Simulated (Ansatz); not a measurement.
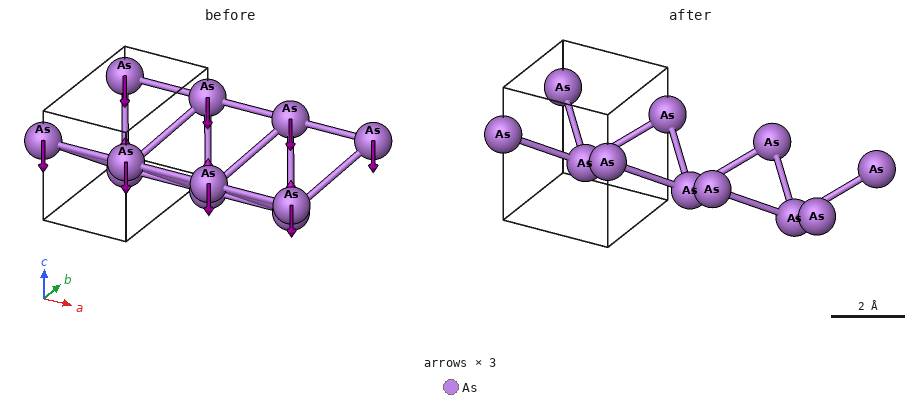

The structure of solid As (a generated structure, set up in Pmmn) before (left) and after (right) a relaxation, at one scale. The purple arrows give the displacements (the part carried along by the change of the cell is left out), 3 times their true length.

A ball-and-stick model of the cell of the calculation, repeated 3 × 1 × 1 with one cell outlined, seen from a free direction.

Method: DFT PBE, scalar-relativistic, plane waves, PAW (Ansatz 0.2.0).

Input file:
```yaml
crystal:
  lattice:
    - [2.6458966445, 0.0, 0.0]
    - [0.0, 4.540237734, 0.0]
    - [0.0, 0.0, 3.3952183276]
  atoms:
    - { symbol: As, position: [0.0, 0.0, 0.7269868144] }
    - { symbol: As, position: [0.5, 0.5, 0.2730131856] }
basis:
  ecutwfc: 420
kpoints:
  mp_grid: { grid: [20, 12, 16] }
hamiltonian:
  xc: pbe
scf:
  occupations: { method: gaussian, width: 0.1 }
output:
  forces: true
  stress: true
  eigenvalues: true
  write_density: true
  write_potential: true
  elf: true
  volumetric_format: npy
relax:
  adjacent_minimum: "off"
  f_tol: 0.01
  max_steps: 80
  cell: { stress_tol: 0.05 }
```

Command:
```bash
ansatz run input.yaml --threads 1 --pin off --max-ram 2560MiB --backend cpu --events-out ev --progress --plain --runs-dir out
```

> Describe what moved and what it gained.

The largest moves relative to the cell, 0.34 Å, are those of As1 and As2. As1 goes along −c. The volume changes by +12.4 %, with a 2.646 → 3.343 Å (+26.3 %), b 4.540 → 3.325 Å (−26.8 %), c 3.395 → 4.125 Å (+21.5 %). Some distances before and after: As1–As1 4.540 → 3.325 Å, As1–As1 (another image) 2.646 → 3.343 Å, As1–As2 3.216 → 3.758 Å, As1–As2 (another image) 3.046 → 2.645 Å. The space group stays Pmmn (No. 59). Over 15 accepted moves (19 points after the start) the energy falls by 229 meV per atom. The largest force component goes from 0.027 to 0.00063 eV/Å. The pressure goes from −0.62 to 0.00 GPa. The line search rejected the trial steps at points 7, 16 of the run. At 2 points the geometry stayed and the basis and grid were re-selected for the new cell (energy shift of 24.9 meV per atom at most each time).
